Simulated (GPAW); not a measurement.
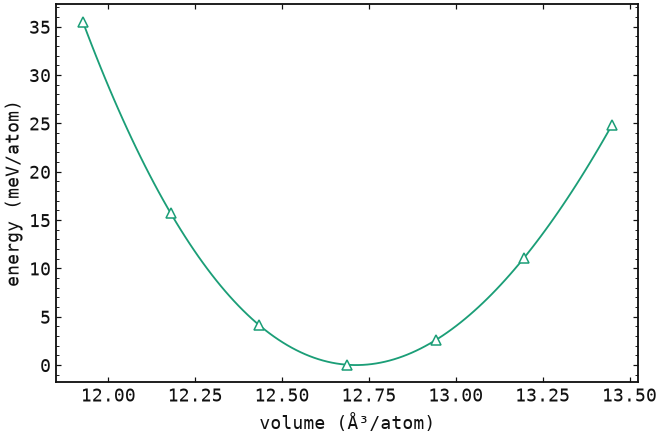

The plot gives the computed energy against volume for KTaO₃, space group Pm-3m (No. 221).

Structure:
```yaml
crystal:
  lattice:
    - [3.98830, 0.00000, 0.00000]
    - [0.00000, 3.98830, 0.00000]
    - [0.00000, 0.00000, 3.98830]
  atoms:
    - { symbol: Ta, position: [0.00000, 0.00000, 0.00000] }
    - { symbol: K, position: [0.50000, 0.50000, 0.50000] }
    - { symbol: O, position: [0.00000, 0.00000, 0.50000] }
    - { symbol: O, position: [0.00000, 0.50000, 0.00000] }
    - { symbol: O, position: [0.50000, 0.00000, 0.00000] }
```

Method: PAW DFT in plane waves, on a grid or in atomic orbitals, no spin polarisation; energies at scaled volumes of the given cell, shape and fractions fixed, counted from the fit's minimum, third-order Birch-Murnaghan fit (GPAW 26.7.0). Level: r2SCAN.

```csv
setting,value
k mesh,7×7×7
occupations,Fermi–Dirac
smearing width,0.05 eV
potentials,GPAW PAW data sets (gpaw data 1.2.1)
wave cutoff,800 eV
program settings,basis pw
```

From this curve and the settings, what does the calculation give for the pressure at the same points?

The pressure falls from 15.20 GPa at volume 11.93 Å³/atom to −10.39 GPa at 13.45 Å³/atom, and changes sign near 12.71 Å³/atom.

```json
{"volume (Å³/atom)": "11.93", "pressure (GPa)": "15.20"}
{"volume (Å³/atom)": "12.18", "pressure (GPa)": "9.66"}
{"volume (Å³/atom)": "12.43", "pressure (GPa)": "4.70"}
{"volume (Å³/atom)": "12.69", "pressure (GPa)": "0.27"}
{"volume (Å³/atom)": "12.94", "pressure (GPa)": "-3.69"}
{"volume (Å³/atom)": "13.20", "pressure (GPa)": "-7.24"}
{"volume (Å³/atom)": "13.45", "pressure (GPa)": "-10.39"}
```
